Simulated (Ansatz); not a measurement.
## Run report: Pt, geometry relaxation (part 3 of 3)

Pt (defect cell, 28 atoms in the cell); DFT r2SCAN, scalar-relativistic, plane waves, PAW, no spin polarisation (Ansatz 0.2.0); cutoff 500 eV, 4×4×4 k-mesh, Gaussian smearing of 0.1 eV. The structure derives from a Materials Project entry. It belongs to a series of runs on one base structure; here: Pt interstitial, charge +0, atoms relaxed at the host's cell.

Trajectory as extended XYZ, continued
```
28
Lattice="-5.9103 5.9103 0.0000 -5.9103 0.0000 5.9103 0.0000 5.9103 5.9103" Properties=species:S:1:pos:R:3:forces:R:3 step=2 energy=-351012.89493
Pt    0.0017    0.0007    0.0002    0.3379   0.1815   0.1019
Pt   -1.9711    1.9700   -0.0015   -0.0998   0.0082  -0.3782
Pt   -1.9705    0.0000    1.9701    0.0111  -0.1411   0.0188
Pt   -0.1459    1.9189    1.9791  -13.7985  -0.0462  -0.1984
Pt   -3.9403    3.9396   -0.0008   -0.0010   0.2000   0.0669
Pt   -3.9402    1.9698    1.9699   -0.0186   0.0059   0.0078
Pt   -1.9668    3.9372    1.9699    0.4157  -0.2653  -0.0430
Pt   -3.9407   -0.0006    3.9397   -0.0849  -0.0999   0.0403
Pt   -1.9677    1.9704    3.9368    0.4256   0.0484  -0.4109
Pt   -0.0018    3.9429    3.9405   -0.0591   0.1840  -0.1973
Pt   -5.9097    3.9409    1.9702    0.1731   0.2380   0.0146
Pt   -3.8729    5.7573    2.0475   -0.1352 -10.6412  -0.1723
Pt   -5.9097    1.9700    3.9418    0.0961  -0.0131   0.3222
Pt   -3.9407    3.9370    3.9434   -0.0849  -0.4489   0.5112
Pt   -1.9688    5.9118    3.9413    0.0804   0.3614   0.0623
Pt   -3.7634    1.9264    5.8079   -0.3851  -0.2008 -15.3718
Pt   -1.9672    3.9444    5.9075    0.2152   0.4196  -0.1871
Pt   -7.8804    3.9398    3.9406   -0.1613  -0.1935  -0.0860
Pt   -5.9115    5.9079    3.9414    0.0000  -0.1707   0.0004
Pt   -4.0397    7.9188    4.0430    0.4527  -0.1676  14.3111
Pt   -5.9101    3.9387    5.9098    0.1491  -0.3367   0.0369
Pt   -3.9402    5.9126    5.9086   -0.0060   0.3259  -0.4252
Pt   -3.9349    4.0994    7.8261   -0.0064  12.5629   0.2230
Pt   -7.8773    5.9062    5.9096    0.3177  -0.4795   0.1148
Pt   -5.9088    7.8804    5.9098   -0.0586  -0.0296   0.1105
Pt   -5.9107    5.9107    7.8806   -0.2669   0.1398   0.0327
Pt   -7.7705    7.9359    7.8253   13.2561  -0.2667   0.5659
Pt   -9.8811    7.9007    7.8661   -0.7652  -1.1741   0.9296
28
Lattice="-5.9103 5.9103 0.0000 -5.9103 0.0000 5.9103 0.0000 5.9103 5.9103" Properties=species:S:1:pos:R:3:forces:R:3 step=3 energy=-351020.55713
Pt    0.0128    0.0141    0.0099    0.1474   0.0767   0.0807
Pt   -1.9748    1.9721   -0.0183   -0.0681  -0.0316  -0.1875
Pt   -1.9700   -0.0068    1.9690   -0.0342  -0.1623  -0.0437
Pt   -0.2785    1.9507    1.9753   -4.4905   0.0679  -0.2619
Pt   -3.9397    3.9510    0.0027    0.0352   0.2196   0.0498
Pt   -3.9400    1.9713    1.9713    0.0191  -0.0222  -0.0175
Pt   -1.9516    3.9294    1.9678    0.1387   0.0587  -0.0482
Pt   -3.9438   -0.0086    3.9364    0.0003  -0.1709  -0.0263
Pt   -1.9479    1.9715    3.9223    0.3017  -0.0444  -0.0212
Pt    0.0002    3.9486    3.9376   -0.0212   0.0631  -0.0843
Pt   -5.9013    3.9507    1.9748   -0.0136   0.1812   0.0068
Pt   -3.8941    5.6057    2.0392   -0.1458  -4.0278  -0.2218
Pt   -5.9050    1.9695    3.9578   -0.0773  -0.0308   0.1169
Pt   -3.9416    3.9198    3.9639   -0.0067   0.0859   0.1731
Pt   -1.9744    5.9245    3.9377   -0.0099   0.1837  -0.0065
Pt   -3.8194    1.9474    5.6216   -0.6638   0.0080  -4.7000
Pt   -1.9707    3.9490    5.9149    0.0561   0.0954  -0.0093
Pt   -7.8853    3.9356    3.9372   -0.0867  -0.0778  -0.0815
Pt   -5.9044    5.9130    3.9365    0.0345  -0.0318  -0.0135
Pt   -4.0140    7.9288    4.1844    0.4770  -0.1340   4.7374
Pt   -5.9053    3.9321    5.9141    0.0933  -0.1313   0.0401
Pt   -3.9429    5.9187    5.8981    0.0263   0.0840  -0.2090
Pt   -3.9532    4.2045    7.8540    0.0135   4.2959   0.1539
Pt   -7.8849    5.9111    5.9188    0.1040  -0.1094   0.0935
Pt   -5.9103    7.8831    5.9137   -0.1976  -0.0184   0.0128
Pt   -5.9217    5.9160    7.8827   -0.1566   0.0347   0.0027
Pt   -7.6178    7.9312    7.8526    4.7831  -0.1616   0.4054
Pt   -9.8612    7.8539    7.8484   -0.2586  -0.3002   0.0590
28
Lattice="-5.9103 5.9103 0.0000 -5.9103 0.0000 5.9103 0.0000 5.9103 5.9103" Properties=species:S:1:pos:R:3:forces:R:3 step=4 energy=-351022.11367
Pt    0.0070    0.0079    0.0066    0.0308  -0.0251  -0.0005
Pt   -1.9490    1.9715   -0.0175   -0.0983   0.0055   0.0760
Pt   -1.9529   -0.0106    1.9700   -0.0537   0.0240  -0.0054
Pt   -0.3621    1.9669    1.9620   -0.4277   0.0238   0.0369
Pt   -3.9350    3.9617   -0.0183   -0.0094  -0.0682   0.0736
Pt   -3.9412    1.9740    1.9711   -0.0098   0.0057   0.0074
Pt   -1.9476    3.9538    1.9707   -0.0581  -0.0689  -0.0194
Pt   -3.9343   -0.0160    3.9542   -0.0458   0.0369  -0.0891
Pt   -1.9463    1.9710    3.9543   -0.0689   0.0079  -0.0564
Pt    0.0201    3.9246    3.9248   -0.0488   0.0382   0.0095
Pt   -5.9252    3.9647    1.9711    0.0660  -0.0863  -0.0044
Pt   -3.9367    5.5317    1.9729    0.0104  -0.3976  -0.0051
Pt   -5.9321    1.9714    3.9621    0.1189  -0.0053  -0.1142
Pt   -3.9331    3.9564    3.9625   -0.0506  -0.0725  -0.0909
Pt   -1.9845    5.9229    3.9213    0.0365  -0.0038   0.0445
Pt   -3.9435    1.9631    5.5316    0.0218   0.0364  -0.4091
Pt   -1.9857    3.9231    5.9253    0.0408   0.0408  -0.0228
Pt   -7.8916    3.9252    3.9229    0.0002   0.0552   0.0158
Pt   -5.8921    5.9249    3.9248   -0.0330  -0.0080   0.0406
Pt   -3.9383    7.8835    4.3178    0.0265   0.0004   0.3411
Pt   -5.8978    3.9325    5.9204    0.0010   0.0155  -0.0148
Pt   -3.9366    5.8983    5.8935   -0.0036   0.0409   0.0504
Pt   -3.9405    4.3193    7.8762    0.0226   0.3414   0.0086
Pt   -7.8960    5.9282    5.9219    0.0743  -0.0359  -0.0005
Pt   -5.9208    7.8843    5.8905    0.0525  -0.0173   0.0464
Pt   -5.9256    5.8916    7.8797    0.0644   0.0704   0.0077
Pt   -7.4880    7.8823    7.8726    0.3708   0.0032   0.0350
Pt   -9.8312    7.8797    7.8795   -0.0300   0.0422   0.0385
28
Lattice="-5.9103 5.9103 0.0000 -5.9103 0.0000 5.9103 0.0000 5.9103 5.9103" Properties=species:S:1:pos:R:3:forces:R:3 step=5 energy=-351022.12518
Pt    0.0199    0.0136    0.0124    0.0052   0.0245   0.0093
Pt   -1.9520    1.9709   -0.0225    0.0467  -0.0037  -0.0483
Pt   -1.9492   -0.0216    1.9671    0.0229  -0.0208   0.0104
Pt   -0.4048    1.9712    1.9687    0.1029   0.0040   0.0029
Pt   -3.9359    3.9534   -0.0121    0.0136   0.0487  -0.0712
Pt   -3.9243    1.9688    1.9683    0.0143  -0.0102  -0.0108
Pt   -1.9529    3.9614    1.9673    0.0452   0.0345   0.0162
Pt   -3.9379   -0.0114    3.9522    0.0419  -0.0626   0.0492
Pt   -1.9516    1.9701    3.9596    0.0388   0.0008   0.0278
Pt    0.0153    3.9304    3.9273    0.0338  -0.0335  -0.0178
Pt   -5.9144    3.9442    1.9679   -0.0834   0.0778   0.0023
Pt   -3.9360    5.5252    1.9700   -0.0192   0.0328   0.0034
Pt   -5.9145    1.9699    3.9413   -0.1020   0.0088   0.0956
Pt   -3.9375    3.9514    3.9488    0.0383   0.0716   0.0665
Pt   -1.9735    5.9208    3.9302   -0.0353   0.0268  -0.0338
Pt   -3.9356    1.9712    5.5204   -0.0185   0.0035   0.0393
Pt   -1.9741    3.9320    5.9186   -0.0300  -0.0389   0.0208
Pt   -7.8853    3.9324    3.9290   -0.0200  -0.0464  -0.0241
Pt   -5.8945    5.9224    3.9274    0.0319   0.0167  -0.0306
Pt   -3.9378    7.8817    4.3271   -0.0180   0.0068  -0.0298
Pt   -5.8921    3.9286    5.9214    0.0135  -0.0341   0.0110
Pt   -3.9363    5.8969    5.8940    0.0204  -0.0409  -0.0461
Pt   -3.9365    4.3321    7.8796   -0.0226  -0.0431   0.0021
Pt   -7.8837    5.9197    5.9193   -0.0465   0.0326   0.0176
Pt   -5.9179    7.8797    5.9046   -0.0574   0.0127  -0.0767
Pt   -5.9182    5.9067    7.8785   -0.0632  -0.0765  -0.0001
Pt   -7.5081    7.8821    7.8796    0.0339   0.0043   0.0068
Pt   -9.8717    7.8842    7.8786    0.0136   0.0037   0.0083
28
Lattice="-5.9103 5.9103 0.0000 -5.9103 0.0000 5.9103 0.0000 5.9103 5.9103" Properties=species:S:1:pos:R:3:forces:R:3 step=6 energy=-351022.13071
Pt    0.0163    0.0137    0.0112   -0.0010  -0.0009   0.0007
Pt   -1.9512    1.9709   -0.0166    0.0019  -0.0003   0.0003
Pt   -1.9513   -0.0148    1.9686    0.0015   0.0011   0.0004
Pt   -0.3857    1.9712    1.9696   -0.0002  -0.0008  -0.0029
Pt   -3.9366    3.9560   -0.0165    0.0000   0.0016   0.0003
Pt   -3.9361    1.9703    1.9680   -0.0012   0.0040   0.0047
Pt   -1.9517    3.9567    1.9687   -0.0002  -0.0008   0.0005
Pt   -3.9365   -0.0142    3.9538   -0.0005   0.0009   0.0019
Pt   -1.9519    1.9708    3.9546   -0.0004   0.0003   0.0004
Pt    0.0162    3.9287    3.9265   -0.0003  -0.0022  -0.0018
Pt   -5.9220    3.9555    1.9685    0.0010   0.0007  -0.0003
Pt   -3.9373    5.5231    1.9686    0.0014  -0.0008  -0.0008
Pt   -5.9222    1.9709    3.9529    0.0008   0.0001   0.0003
Pt   -3.9365    3.9560    3.9535   -0.0012  -0.0009   0.0001
Pt   -1.9788    5.9236    3.9262   -0.0026   0.0015  -0.0005
Pt   -3.9378    1.9711    5.5207    0.0020  -0.0008   0.0012
Pt   -1.9791    3.9285    5.9212   -0.0009  -0.0006   0.0016
Pt   -7.8892    3.9283    3.9262   -0.0020   0.0004  -0.0009
Pt   -5.8941    5.9235    3.9263   -0.0010   0.0014  -0.0011
Pt   -3.9363    7.8812    4.3271   -0.0005  -0.0008  -0.0002
Pt   -5.8942    3.9283    5.9215    0.0003  -0.0002   0.0007
Pt   -3.9366    5.8958    5.8937    0.0008  -0.0017  -0.0012
Pt   -3.9368    4.3294    7.8791   -0.0005   0.0008  -0.0014
Pt   -7.8895    5.9234    5.9212   -0.0007   0.0017   0.0014
Pt   -5.9217    7.8811    5.8938   -0.0014   0.0004  -0.0016
Pt   -5.9220    5.8963    7.8789   -0.0009  -0.0010  -0.0003
Pt   -7.4898    7.8811    7.8782    0.0019  -0.0011   0.0008
Pt   -9.8483    7.8815    7.8791    0.0033  -0.0020  -0.0025
28
Lattice="-5.9103 5.9103 0.0000 -5.9103 0.0000 5.9103 0.0000 5.9103 5.9103" Properties=species:S:1:pos:R:3:forces:R:3 step=7 energy=-351022.13071
Pt    0.0163    0.0137    0.0112   -0.0010  -0.0010   0.0007
Pt   -1.9512    1.9709   -0.0166    0.0019  -0.0003   0.0004
Pt   -1.9513   -0.0148    1.9686    0.0015   0.0011   0.0004
Pt   -0.3857    1.9712    1.9696   -0.0001  -0.0008  -0.0029
Pt   -3.9366    3.9560   -0.0165    0.0000   0.0016   0.0003
Pt   -3.9361    1.9703    1.9680   -0.0013   0.0040   0.0047
Pt   -1.9517    3.9567    1.9687   -0.0002  -0.0008   0.0005
Pt   -3.9365   -0.0142    3.9538   -0.0005   0.0008   0.0019
Pt   -1.9519    1.9708    3.9546   -0.0004   0.0003   0.0004
Pt    0.0162    3.9287    3.9265   -0.0003  -0.0022  -0.0018
Pt   -5.9220    3.9555    1.9685    0.0010   0.0008  -0.0003
Pt   -3.9373    5.5231    1.9686    0.0014  -0.0008  -0.0008
Pt   -5.9222    1.9709    3.9529    0.0008   0.0001   0.0003
Pt   -3.9365    3.9560    3.9535   -0.0012  -0.0009   0.0002
Pt   -1.9788    5.9236    3.9262   -0.0026   0.0015  -0.0005
Pt   -3.9378    1.9711    5.5207    0.0020  -0.0008   0.0012
Pt   -1.9791    3.9285    5.9212   -0.0009  -0.0006   0.0016
Pt   -7.8892    3.9283    3.9262   -0.0020   0.0004  -0.0009
Pt   -5.8941    5.9235    3.9263   -0.0010   0.0014  -0.0011
Pt   -3.9363    7.8812    4.3271   -0.0005  -0.0008  -0.0002
Pt   -5.8942    3.9283    5.9215    0.0003  -0.0002   0.0007
Pt   -3.9366    5.8958    5.8937    0.0008  -0.0017  -0.0012
Pt   -3.9368    4.3294    7.8791   -0.0005   0.0008  -0.0014
Pt   -7.8895    5.9234    5.9212   -0.0007   0.0017   0.0014
Pt   -5.9217    7.8811    5.8938   -0.0013   0.0004  -0.0016
Pt   -5.9220    5.8963    7.8789   -0.0009  -0.0010  -0.0003
Pt   -7.4898    7.8811    7.8782    0.0019  -0.0011   0.0008
Pt   -9.8483    7.8815    7.8791    0.0034  -0.0020  -0.0025
```

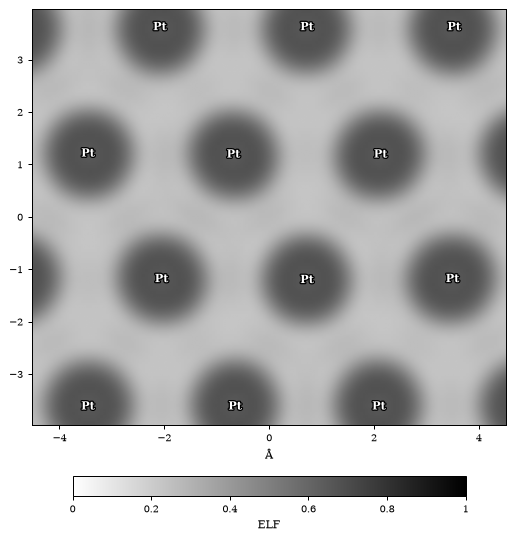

Figure 1. ELF on the (100) plane of the calculation cell. Atoms in the plane: Pt. The strong features right at Pt lie inside the PAW spheres (semicore, d or f shells) and say nothing about bonding. The fields are those of the smooth PAW valence density.

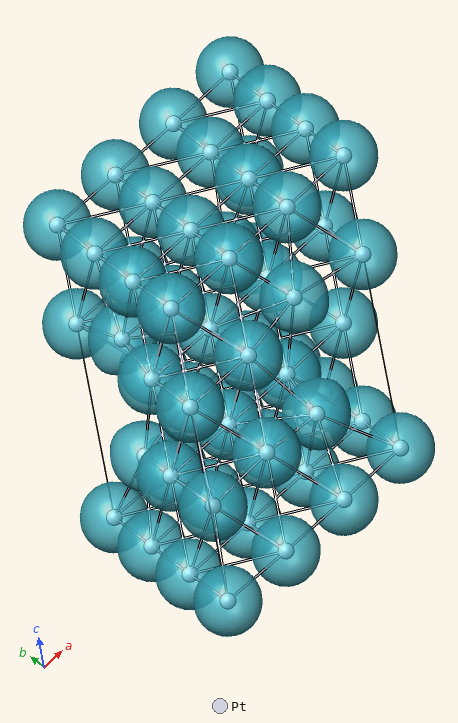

Figure 2. Isosurface of the valence electron density at 1 e/Å³ (cyan), seen slightly off an axis. Sticks mark near contacts. The outline is the calculation cell. At this value the density breaks into separate islands; it holds about 75 % of the electrons treated as valence (semicore included). It is pinched off along the Pt–Pt (2.36 Å) and Pt–Pt (2.53 Å) contacts. On the grid the lowest density along these lines, outside the cores, is 0.83 e/Å³ (Pt–Pt, 2.36 Å) and 0.6 e/Å³ (Pt–Pt, 2.53 Å).

Results in brief

```json
{"quantity": "outcome", "value": "converged"}
{"quantity": "electrons treated", "value": "504"}
{"quantity": "free energy", "value": "−351022.1307 eV"}
{"quantity": "Fermi energy", "value": "23.956 eV"}
{"quantity": "gap on the k-point mesh", "value": "none (metallic)"}
{"quantity": "final volume", "value": "412.92 Å³"}
{"quantity": "largest force (length of the vector) at the end", "value": "0.006 eV/Å"}
{"quantity": "hardware", "value": "8 threads of Intel Xeon @ 2.70GHz, 189 GiB of memory available, shared host"}
{"quantity": "wall time", "value": "20 min (CPU time 2.5 h)"}
{"quantity": "peak memory", "value": "9.8 GiB"}
```

Notes

Spin–orbit coupling is left out, which matters for Pt.
